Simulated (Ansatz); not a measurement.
```cif
data_structure
_symmetry_space_group_name_H-M 'P 1'
_symmetry_Int_Tables_number 1
_cell_length_a 2.8288
_cell_length_b 2.8457
_cell_length_c 2.8960
_cell_angle_alpha 88.065
_cell_angle_beta 89.292
_cell_angle_gamma 86.588
_cell_volume 23.26
loop_
_atom_site_label
_atom_site_type_symbol
_atom_site_fract_x
_atom_site_fract_y
_atom_site_fract_z
_atom_site_occupancy
Se1 Se 0.00000 0.00000 0.00000 1
```

Space group P-1; a structure from a database of computed crystals, not necessarily the ambient phase; changed on purpose from its base cell (all atoms moved at random, cell strained at random).

Theory: DFT PBE, scalar-relativistic, plane waves, PAW (Ansatz 0.2.0).

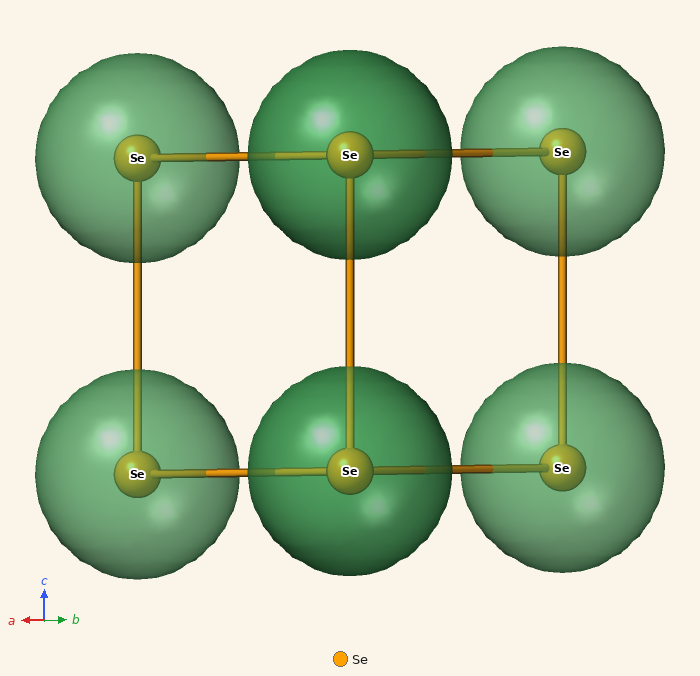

Se. Isosurface of the valence charge density (pseudo) at 0.6 e/Å³ (green), seen along [110]. Sticks mark near contacts.

In a PAW calculation such maps are meaningful between the atoms, not at the nuclei.

### What does this surface tell about the bonding?

At this value the density breaks into separate islands; it holds about 75 % of the electrons treated as valence. It bridges none of the near contacts. It is pinched off along the sampled Se–Se (2.83 Å) and Se–Se (2.90 Å) contacts. On the grid the lowest density along these lines, outside the cores, is 0.3 e/Å³ (Se–Se, 2.83 Å) and 0.27 e/Å³ (Se–Se, 2.90 Å).

### Does the calculation make it a metal, or give it a gap?

It is gapless in this calculation (a metal or semimetal).
